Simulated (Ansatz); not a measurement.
# Run report: CO₂, geometry relaxation

- system: CO₂ (I-42d, 6 atoms in the cell)
- method: DFT PBE, scalar-relativistic, plane waves, PAW, no spin polarisation (Ansatz 0.2.0)

The structure derives from an entry of the Crystallography Open Database. It belongs to a series of runs on one base structure; here: volume × 0.980.

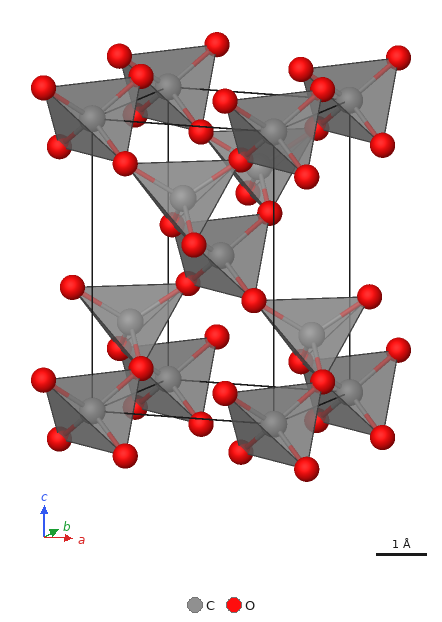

Fig. 1: The structure as given in the input (polyhedral view of the cell 2 times as large as that of the calculation, set on its symmetry axes, seen slightly off an axis; polyhedra are completed across the faces of the cell). An atom can appear more than once, as a periodic image.

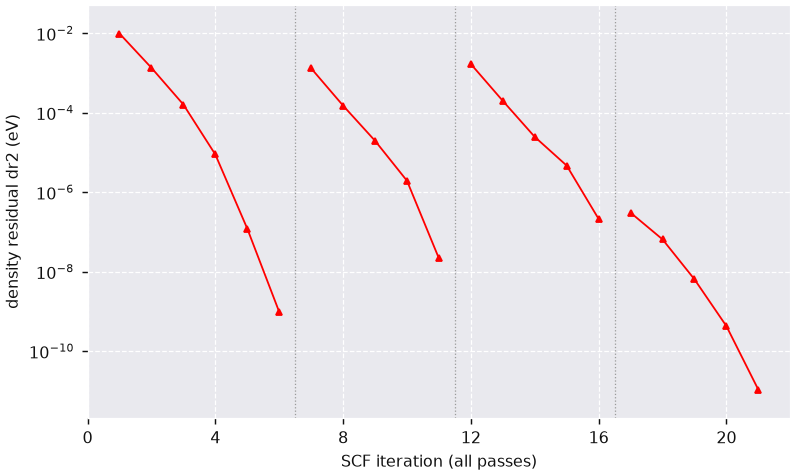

Fig. 2: Convergence of the self-consistent field: density residual dr2 against the SCF iteration. The dotted lines part the SCF passes of the relaxation: geometry steps, rejected trials and re-solves on a re-selected basis. The passes take 6, 5, 5 and 5 iterations.

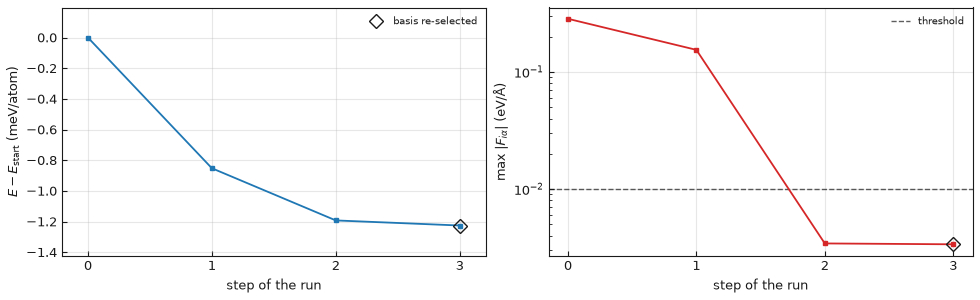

Fig. 3: Progress of the relaxation, step by step (the first geometry is step 0 here and step 1 in the log). Over 2 geometry steps the energy falls by 1.2 meV per atom. Largest force component: 0.28 eV/Å at the start, 0.0034 eV/Å at the end. Pressure: 5.46 GPa at the start and 2.96 GPa at the end. The largest moves relative to the cell, 0.013 Å, are those of O3, O4, O5 and O6. C stays in place. Among the contacts that change: C1–O3 1.393 → 1.399 Å. The space group stays I-42d (No. 122). A last SCF at the same geometry on a re-selected plane-wave basis shifts the energy by next to nothing (0.0 meV per atom). (Atoms are counted from 1 in the order of the input.)

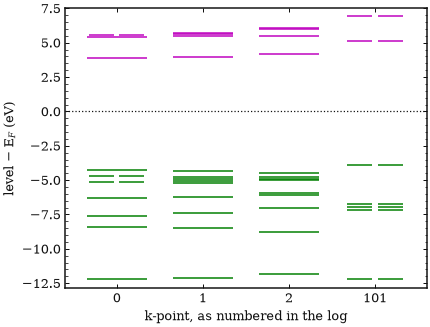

Fig. 4: Kohn–Sham levels near the Fermi level (dotted) at the few k-points that the log prints; levels within 0.02 eV of each other stand side by side. Among these points the highest filled and lowest empty levels are 7.75 eV apart, which is the gap on the mesh.

These pictures come from the run below.

### Input file
```yaml
crystal:
  lattice:
    - [-1.9691083485, 1.9691083485, 2.9712894791]
    - [1.9691083485, -1.9691083485, 2.9712894791]
    - [1.9691083485, 1.9691083485, -2.9712894791]
  atoms:
    - { symbol: C, position: [0.0, 0.0, 0.0] }
    - { symbol: C, position: [0.75, 0.25, 0.5] }
    - { symbol: O, position: [0.375, 0.2893122308, 0.4143122308] }
    - { symbol: O, position: [0.7106877692, 0.125, 0.0856877692] }
    - { symbol: O, position: [0.875, 0.9606877692, 0.5856877692] }
    - { symbol: O, position: [0.0393122308, 0.625, 0.9143122308] }
basis:
  ecutwfc: 420
  ecutrho_ratio: 4
kpoints:
  mp_grid: { grid: [10, 10, 10] }
hamiltonian:
  xc: pbe
scf:
  occupations: { method: gaussian, width: 0.05 }
output:
  forces: true
  stress: true
  eigenvalues: true
relax:
  f_tol: 0.01
  max_steps: 40
  cell: { stress_tol: 0.1, fix: [volume] }
```

Launch command:
```bash
ansatz run input.yaml --threads 4 --pin off --max-ram 7168MiB --backend cpu --events-out ev --progress --plain --runs-dir out
```

### Output
```
Engine: ansatz 0.2.0, aarch64-unknown-linux-gnu
Pseudopotentials: kind: paw
Pseudopotential: C, paw, valence charge 4, recommended cutoff 420 eV (normal), C.paw.azcp
Pseudopotential: O, paw, valence charge 6, recommended cutoff 420 eV (normal), O.paw.azcp
Functional definition: PBE
  parameter kappa = 0.804
  parameter beta = 0.06672455060314922
  exchange = pbe_x(kappa = kappa, mu = beta*pi^2/3)
  correlation = pbe_c(beta = beta)
Crystal: 6 atoms, lattice volume = 46.083 Å³
Basis set: ecut = 420 eV, 909 PW (Γ), exchange–correlation on 60×60×60 points (8 copies of the dense FFT grid, shifted against one another)
Bands: 22, of which v1, the nominal top of the filled ones, is band 16 counted from 1 (15 counted from 0)
Symmetry: 8 space group operations
Space group: I-42d (ITA 122), of the structure as read, at distance tolerance 3.6e-5 Å
k-points: 102 of 1000 (time reversal used)
Non-local potential: C, projectors of the file, l = 0: 2, l = 1: 2, l = 2: 1
Non-local potential: O, projectors of the file, l = 0: 2, l = 1: 2, l = 2: 1
PAW form: soft (Blöchl's): semilocal exchange-correlation on the pseudo side does not see the compensation charge
PAW one-centre angular grid: C, 110 points (default); XC on 64 Gauss nodes
PAW one-centre angular grid: O, 110 points (default); XC on 64 Gauss nodes
Initial density: superposition of atomic densities (neutral atoms: chi_scale 0, normalization atom), corrected by the library's trained network
Initial wavefunctions: pseudopotential atomic-orbital guess
Functional: x = pbe(κ = 0.804, μ = 0.2195149727645171), c = pbe(β = 0.06672455060314922)
SCF iter   1: F=—  HF=-2766.888216 eV  |F-HF|=—  |Δ(HF+E_count)|=         —  Δρ=5.94e-3  dr2=9.92e-3  ethr=1.77e-3  ⟨swp⟩=6.0  Hψ=10085  notcnv=0
preconditioner: auto → none  [insulator: Δε(μ)=7.848 eV  Ē_g=19.234 eV  σ=0.050 eV  W_gap=1.00  n_scr=14 (ndim 8)  ℏωp=30.9 eV  f_vac=0.036  D(μ)=0.00/eV (n_scr^D=0)  ε∞_Penn≈3.6]
SCF iter   2: F=—  HF=-2766.888705 eV  |F-HF|=—  |Δ(HF+E_count)|=   4.90e-4  Δρ=2.87e-3  dr2=1.36e-3  ethr=3.10e-5  ⟨swp⟩=2.0  Hψ=4700  notcnv=0  defer=196
SCF iter   3: F=—  HF=-2766.888866 eV  |F-HF|=—  |Δ(HF+E_count)|=   1.60e-4  Δρ=1.32e-3  dr2=1.62e-4  ethr=4.25e-6  ⟨swp⟩=2.2  Hψ=3461  notcnv=0  defer=196
SCF iter   4: F=—  HF=-2766.889160 eV  |F-HF|=—  |Δ(HF+E_count)|=   2.95e-4  Δρ=2.92e-4  dr2=8.95e-6  ethr=5.05e-7  ⟨swp⟩=3.0  Hψ=3957  notcnv=0  defer=196
SCF iter   5: F=—  HF=-2766.889178 eV  |F-HF|=—  |Δ(HF+E_count)|=   1.83e-5  Δρ=2.99e-5  dr2=1.22e-7  ethr=2.80e-8  ⟨swp⟩=2.6  Hψ=3797  notcnv=0  defer=196
SCF iter   6: F=-2766.889179 eV  HF=-2766.889179 eV  |F-HF|=2.13e-9  |Δ(HF+E_count)|=   3.58e-7  Δρ=2.38e-6  dr2=9.76e-10  ethr=3.13e-10  ⟨swp⟩=8.2  Hψ=10069  notcnv=0
SCF 1 converged in 6 iterations: F = -2766.889179 eV  dr2 = 9.76e-10
  greatest PAW one-centre occupation: 0.865 electrons in one spin orbital (limit 2), on the O atom at site 5 (counted from 0), in its partial waves of l = 0
relax step   1: F+E_penalty+E_count = -2766.88917881 eV  Δ(F+E_penalty+E_count) = +0.000e0 eV  max|allowed force component| = 2.846e-1 eV/Å  Δτ_max = 0.0000 Å  P = +5.457 GPa  Ω = 46.083 Å³  fix = [volume]  reactions: volume +5.457 GPa  (6 SCF iters, dr2 threshold 1.00e-7 eV, accepted)
Initial density: handed on by an earlier stage of this run
Initial wavefunctions: those handed on with the density
iter 1 solved again at ethr=4.02e-6 eV; its pass at ethr=3.10e-3 eV (dr2=1.29e-3 eV) is discarded
SCF iter   1: F=—  HF=-2766.894698 eV  |F-HF|=—  |Δ(HF+E_count)|=         —  Δρ=2.80e-3  dr2=1.32e-3  ethr=4.02e-6  ⟨swp⟩=2.6  Hψ=13485  notcnv=0
preconditioner: auto → none  [insulator: Δε(μ)=7.763 eV  Ē_g=19.128 eV  σ=0.050 eV  W_gap=1.00  n_scr=14 (ndim 8)  ℏωp=30.9 eV  f_vac=0.036  D(μ)=0.00/eV (n_scr^D=0)  ε∞_Penn≈3.6]
SCF iter   2: F=—  HF=-2766.894304 eV  |F-HF|=—  |Δ(HF+E_count)|=   3.94e-4  Δρ=1.01e-3  dr2=1.52e-4  ethr=4.02e-6  ⟨swp⟩=2.0  Hψ=3547  notcnv=0
SCF iter   3: F=—  HF=-2766.894289 eV  |F-HF|=—  |Δ(HF+E_count)|=   1.56e-5  Δρ=4.91e-4  dr2=1.98e-5  ethr=4.75e-7  ⟨swp⟩=2.8  Hψ=4004  notcnv=0
SCF iter   4: F=—  HF=-2766.894291 eV  |F-HF|=—  |Δ(HF+E_count)|=   2.79e-6  Δρ=1.71e-4  dr2=1.95e-6  ethr=6.18e-8  ⟨swp⟩=2.7  Hψ=3597  notcnv=0
SCF iter   5: F=-2766.894292 eV  HF=-2766.894292 eV  |F-HF|=1.51e-8  |Δ(HF+E_count)|=   9.18e-7  Δρ=1.78e-5  dr2=2.17e-8  ethr=1.87e-9  ⟨swp⟩=5.1  Hψ=9378  notcnv=0
SCF 2 converged in 5 iterations: F = -2766.894292 eV  dr2 = 2.17e-8
relax step   2: F+E_penalty+E_count = -2766.89429234 eV  Δ(F+E_penalty+E_count) = -5.114e-3 eV  max|allowed force component| = 1.545e-1 eV/Å  Δτ_max = 0.0062 Å  P = +4.271 GPa  Ω = 46.083 Å³  fix = [volume]  reactions: volume +4.271 GPa  (5 SCF iters, dr2 threshold 6.00e-7 eV, accepted)
iter 1 solved again at ethr=5.16e-6 eV; its pass at ethr=3.10e-3 eV (dr2=1.65e-3 eV) is discarded
SCF iter   1: F=—  HF=-2766.896849 eV  |F-HF|=—  |Δ(HF+E_count)|=         —  Δρ=3.16e-3  dr2=1.69e-3  ethr=5.16e-6  ⟨swp⟩=2.3  Hψ=12721  notcnv=0
preconditioner: auto → none  [insulator: Δε(μ)=7.733 eV  Ē_g=19.043 eV  σ=0.050 eV  W_gap=1.00  n_scr=14 (ndim 8)  ℏωp=30.9 eV  f_vac=0.034  D(μ)=0.00/eV (n_scr^D=0)  ε∞_Penn≈3.6]
SCF iter   2: F=—  HF=-2766.896351 eV  |F-HF|=—  |Δ(HF+E_count)|=   4.98e-4  Δρ=1.14e-3  dr2=2.00e-4  ethr=5.16e-6  ⟨swp⟩=2.0  Hψ=3479  notcnv=0
SCF iter   3: F=—  HF=-2766.896329 eV  |F-HF|=—  |Δ(HF+E_count)|=   2.20e-5  Δρ=5.57e-4  dr2=2.48e-5  ethr=6.25e-7  ⟨swp⟩=2.8  Hψ=4020  notcnv=0
SCF iter   4: F=—  HF=-2766.896333 eV  |F-HF|=—  |Δ(HF+E_count)|=   3.85e-6  Δρ=2.49e-4  dr2=4.69e-6  ethr=7.76e-8  ⟨swp⟩=2.0  Hψ=3278  notcnv=0
SCF iter   5: F=-2766.896334 eV  HF=-2766.896334 eV  |F-HF|=4.29e-8  |Δ(HF+E_count)|=   1.09e-6  Δρ=5.28e-5  dr2=2.13e-7  ethr=1.87e-9  ⟨swp⟩=3.1  Hψ=8832  notcnv=0
SCF 3 converged in 5 iterations: F = -2766.896334 eV  dr2 = 2.13e-7
relax step   3: F+E_penalty+E_count = -2766.89633381 eV  Δ(F+E_penalty+E_count) = -2.041e-3 eV  max|allowed force component| = 3.438e-3 eV/Å  Δτ_max = 0.0069 Å  P = +2.950 GPa  Ω = 46.083 Å³  energy of the carried Pulay correction = -5.587e-17 eV  fix = [volume]  reactions: volume +2.950 GPa  (5 SCF iters, dr2 threshold 6.00e-7 eV, accepted)
Initial wavefunctions: pseudopotential atomic-orbital guess (no wavefunctions were taken with the density)
iter 1 solved again at ethr=2.26e-8 eV; its pass at ethr=3.10e-3 eV (dr2=7.23e-6 eV) is discarded
SCF iter   1: F=—  HF=-2766.896532 eV  |F-HF|=—  |Δ(HF+E_count)|=         —  Δρ=6.75e-5  dr2=3.06e-7  ethr=2.26e-8  ⟨swp⟩=3.2  Hψ=16995  notcnv=0
preconditioner: auto → none  [insulator: Δε(μ)=7.743 eV  Ē_g=19.045 eV  σ=0.050 eV  W_gap=1.00  n_scr=14 (ndim 8)  ℏωp=30.9 eV  f_vac=0.034  D(μ)=0.00/eV (n_scr^D=0)  ε∞_Penn≈3.6]
SCF iter   2: F=—  HF=-2766.896533 eV  |F-HF|=—  |Δ(HF+E_count)|=   1.70e-7  Δρ=3.28e-5  dr2=6.52e-8  ethr=9.56e-10  ⟨swp⟩=2.2  Hψ=3107  notcnv=0
SCF iter   3: F=—  HF=-2766.896533 eV  |F-HF|=—  |Δ(HF+E_count)|=   1.25e-7  Δρ=5.19e-6  dr2=6.43e-9  ethr=2.04e-10  ⟨swp⟩=2.8  Hψ=4015  notcnv=0
SCF iter   4: F=—  HF=-2766.896533 eV  |F-HF|=—  |Δ(HF+E_count)|=  7.92e-10  Δρ=1.41e-6  dr2=4.27e-10  ethr=2.01e-11  ⟨swp⟩=2.0  Hψ=3503  notcnv=0
SCF iter   5: F=-2766.896533 eV  HF=-2766.896533 eV  |F-HF|=8.19e-12  |Δ(HF+E_count)|=  2.96e-11  Δρ=2.96e-7  dr2=1.07e-11  ethr=1.00e-12  ⟨swp⟩=4.0  Hψ=7164  notcnv=0
SCF 4 converged in 5 iterations: F = -2766.896533 eV  dr2 = 1.07e-11
relax step   4: F+E_penalty+E_count = -2766.89653275 eV  Δ(F+E_penalty+E_count) = -1.989e-4 eV  max|allowed force component| = 3.380e-3 eV/Å  Δτ_max = 0.0000 Å  P = +2.956 GPa  Ω = 46.083 Å³  fix = [volume]  reactions: volume +2.956 GPa  stress off target by 6.06e-2 GPa on what of the cell is left free  SCF on the basis re-selected at this cell (its energy is not comparable with the rows above)  (5 SCF iters)
basis re-selected at this cell: Δ(F+E_penalty+E_count) = -1.989e-4 eV, ΔP = +0.005 GPa vs the last step (what re-selecting the basis moved, of the pressure what is left beyond the Pulay correction that the steps carried, after the strain that the cell walked since its last selection, with what the two solves' SCF thresholds leave and, on support functions, any second-order correction that the steps lacked; it is no measure of the basis error at this ecutwfc). This SCF's stress stands 6.06e-2 GPa from its target on what of the cell is left free (relax.cell.stress_tol is 1.00e-1 GPa) and its largest allowed force component is 3.38e-3 eV/Å (relax.f_tol is 1.00e-2 eV/Å): within both
SCF converged after 5 iterations
Free energy (F): -2766.896533 eV
Harris-Foulkes:  -2766.896533 eV  (|F-HF|=8.19e-12)
Internal energy: -2766.896533 eV  (E = F + TS)
E sigma→0 (E₀):  -2766.896533 eV
Fermi energy:    9.103231 eV
--- Per-component energies (eV) ---
  E_band       = -108.292695
  E_kinetic    = 883.503576
  E_local      = -1743.607314  (includes V_loc(G=0)·N_el)
  E_nonlocal   = 244.395376
  E_hartree    = 578.356328
  E_xc         = -387.981364
  E_vxc        = -491.782586  (∫ρ·V_xc dr)
  E_paw        = -831.878883  (= ΣΔE_a)
  E_vpaw       = -157.524438  (= ΣTr[D̂ρ^β])
  E_aug_tail   = 0.010073  (compensation charges beyond the density's cutoff)
  E_ewald      = -1509.694325
  E_smearing   = -0.000000  (= −TS)
  E_closure    = 0.000000  (closes the sum)
  Σ components = -2766.896533   (vs F -2766.896533, Δ=0.00e0)
--- Forces (eV/Å), atoms counted from 1 ---
  atom   1  C     -0.00000000     0.00000000     0.00000000
  atom   2  C     -0.00000000    -0.00000000     0.00000000
  atom   3  O      0.00337963     0.00000000    -0.00000000
  atom   4  O     -0.00000000    -0.00337963     0.00000000
  atom   5  O     -0.00337963    -0.00000000     0.00000000
  atom   6  O     -0.00000000     0.00337963    -0.00000000
  max |Σ_I F_I| component: 1.70e-16 eV/Å
--- Stress (GPa, compression-positive) ---
        2.925415       0.000000      -0.000000
       -0.000000       2.925415      -0.000000
       -0.000000      -0.000000       3.016385
  P = ⅓ Tr σ = 2.9557 GPa (29.557 kbar)
--- Band table (eV; the first three rows and the last of 102) ---
  k-point 0: bands = ["-18.8051", "-13.6864", "-13.6864", "-12.9924", "-9.2819", "-4.4152", "-4.4152", "-3.1062", "0.7003", "1.5107", "2.7975", "3.9825", "3.9825", "4.3910", "4.3910", "4.8408", "12.9745", "14.5501", "14.6366", "14.6366", "17.5606", "18.0764"]
  k-point 1: bands = ["-18.7158", "-13.9293", "-13.7088", "-13.0465", "-9.0405", "-4.5548", "-4.2800", "-2.9852", "0.5936", "1.6847", "2.8688", "3.9051", "4.0671", "4.1921", "4.3262", "4.7333", "13.0772", "14.6123", "14.7390", "14.7953", "17.5410", "18.0027"]
  k-point 2: bands = ["-18.4522", "-14.5191", "-13.7614", "-13.2029", "-8.4432", "-4.8819", "-3.9089", "-2.7152", "0.3418", "2.0971", "3.0552", "3.2031", "4.1201", "4.1509", "4.3071", "4.5906", "13.2847", "14.5713", "15.0993", "15.1931", "17.4428", "18.0915"]
  k-point 101: bands = ["-16.7615", "-16.7615", "-13.9617", "-13.9617", "-5.2651", "-5.2651", "-3.1154", "-3.1154", "1.9177", "1.9177", "2.1269", "2.1269", "2.3850", "2.3850", "5.2272", "5.2272", "14.1973", "14.1973", "16.0190", "16.0190", "16.6797", "16.6797"]
--- Relaxed structure (3 steps of the walk, 3 accepted, 1 SCFs on fresh bases) ---
  F+E_penalty+E_count = -2766.89653275 eV   max|allowed force component| = 3.380e-3 eV/Å   (the final SCF, on the basis selected at the relaxed cell)
  cell:  # Å, volume = 46.0834 Å³
    - [-1.9653609815406956, 1.9653609815406956, 2.982631036452105]
    - [1.9653609815406956, -1.9653609815406956, 2.982631036452105]
    - [1.9653609815406956, 1.9653609815406956, -2.982631036452105]
  atoms:
    - { symbol: C, position: [-3.6707043006255874e-20, -7.341408601251182e-20, -1.1012112901876768e-19] }
    - { symbol: C, position: [0.7500000000000001, 0.24999999999999997, 0.5000000000000001] }
    - { symbol: O, position: [0.37499999999999994, 0.29263301719460233, 0.41763301719460233] }
    - { symbol: O, position: [0.7073669828053977, 0.125, 0.08236698280539761] }
    - { symbol: O, position: [0.875, 0.9573669828053976, 0.5823669828053977] }
    - { symbol: O, position: [0.04263301719460233, 0.6250000000000001, 0.9176330171946024] }
```

### Trajectory as extended XYZ (Å, eV, eV/Å), 4 frames, from step=1 to step=4
```
6
Lattice="-1.9691 1.9691 2.9713 1.9691 -1.9691 2.9713 1.9691 1.9691 -2.9713" Properties=species:S:1:pos:R:3:forces:R:3 step=1 energy=-2766.88918 pressure_GPa=5.46
C     0.0000    0.0000    0.0000    0.0000   0.0000   0.0000
C     0.0000    1.9691    1.4856    0.0000   0.0000   0.0000
O     0.6471    0.9846    0.7428    0.2846   0.0000   0.0000
O    -0.9846    1.3220    2.2285    0.0000  -0.2846   0.0000
O     1.3220    0.9846    3.7141   -0.2846   0.0000   0.0000
O     2.9537    0.6471   -0.7428    0.0000   0.2846   0.0000
6
Lattice="-1.9670 1.9670 2.9777 1.9670 -1.9670 2.9777 1.9670 1.9670 -2.9777" Properties=species:S:1:pos:R:3:forces:R:3 step=2 energy=-2766.89429 pressure_GPa=4.27
C     0.0000    0.0000    0.0000    0.0000   0.0000   0.0000
C     0.0000    1.9670    1.4888    0.0000   0.0000   0.0000
O     0.6526    0.9835    0.7444    0.1545   0.0000   0.0000
O    -0.9835    1.3144    2.2333    0.0000  -0.1545   0.0000
O     1.3144    0.9835    3.7221   -0.1545   0.0000   0.0000
O     2.9505    0.6526   -0.7444    0.0000   0.1545   0.0000
6
Lattice="-1.9654 1.9654 2.9826 1.9654 -1.9654 2.9826 1.9654 1.9654 -2.9826" Properties=species:S:1:pos:R:3:forces:R:3 step=3 energy=-2766.89633 pressure_GPa=2.95
C     0.0000    0.0000    0.0000    0.0000   0.0000   0.0000
C     0.0000    1.9654    1.4913    0.0000   0.0000   0.0000
O     0.6589    0.9827    0.7457    0.0034   0.0000   0.0000
O    -0.9827    1.3064    2.2370    0.0000  -0.0034   0.0000
O     1.3064    0.9827    3.7283   -0.0034   0.0000   0.0000
O     2.9480    0.6589   -0.7457    0.0000   0.0034   0.0000
6
Lattice="-1.9654 1.9654 2.9826 1.9654 -1.9654 2.9826 1.9654 1.9654 -2.9826" Properties=species:S:1:pos:R:3:forces:R:3 step=4 energy=-2766.89653 pressure_GPa=2.96
C     0.0000    0.0000    0.0000    0.0000   0.0000   0.0000
C     0.0000    1.9654    1.4913    0.0000   0.0000   0.0000
O     0.6589    0.9827    0.7457    0.0034   0.0000   0.0000
O    -0.9827    1.3064    2.2370    0.0000  -0.0034   0.0000
O     1.3064    0.9827    3.7283   -0.0034   0.0000   0.0000
O     2.9480    0.6589   -0.7457    0.0000   0.0034   0.0000
```

### Summary

- outcome: converged
- space group (tolerance 0.01 Å): I-42d (122)
- electrons treated: 32
- free energy: −2766.8965 eV
- Fermi energy: 9.103 eV
- gap on the k-point mesh: 7.74 eV
- pressure: 2.96 GPa
- final volume: 46.08 Å³
- largest force (length of the vector) at the end: 0.003 eV/Å
- final cell: a = 4.077 Å, b = 4.077 Å, c = 4.077 Å, α = 122.36°, β = 122.36°, γ = 85.96°
- hardware: 4 threads of Arm Neoverse V1, 24 GiB of memory available, shared host
- wall time: 13 s (CPU time 51 s)
- peak memory: 0.44 GiB
